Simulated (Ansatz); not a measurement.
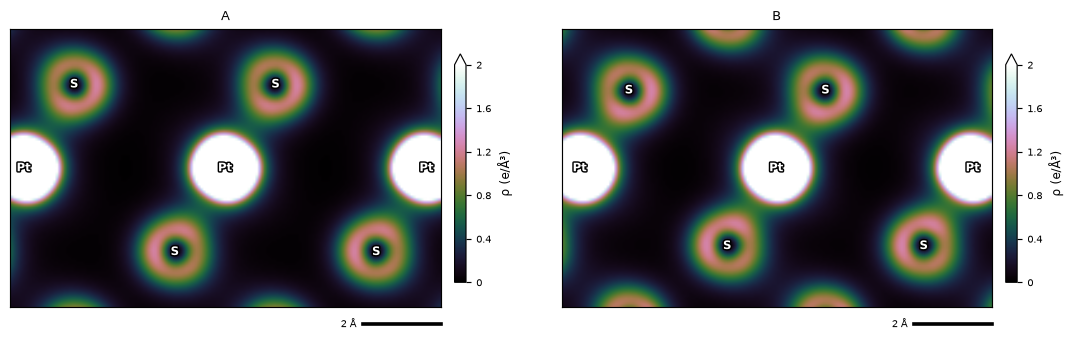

PtS2. The valence pseudo-density of two cells that differ in size and shape, on the (110) plane of each (indices in the axes of the calculation cell), at one length scale and on one colour scale; one has 17.4 and the other 20.6 Å³ an atom.

Space group P-3m1.

The calculation used DFT PBEsol, scalar-relativistic, plane waves, PAW (Ansatz 0.2.0).

The larger cell:

```
Pt S
1.0
     3.72036    0.00000    0.00000
    -1.86018    3.22193    0.00000
     0.00000    0.00000    5.16477
Pt S
1 2
Direct
  0.00000 0.00000 0.00000
  0.33333 0.66667 0.25000
  0.66667 0.33333 0.75000
```

The smaller cell: a = 3.455 Å, b = 3.455 Å, c = 5.039 Å, α = 90.00°, β = 90.00°, γ = 120.00°.

### Which is the denser cell? Describe the effect of the change.

Panel B is the smaller cell, by 16 % in volume. From the larger cell to the smaller, Pt–S goes from 2.51 to 2.36 Å, and the density at its midpoint from 0.54 to 0.71 e/Å³; the pressure goes from −16 to 6 GPa; the Kohn–Sham gap goes from 0.29 eV to 0.62 eV.
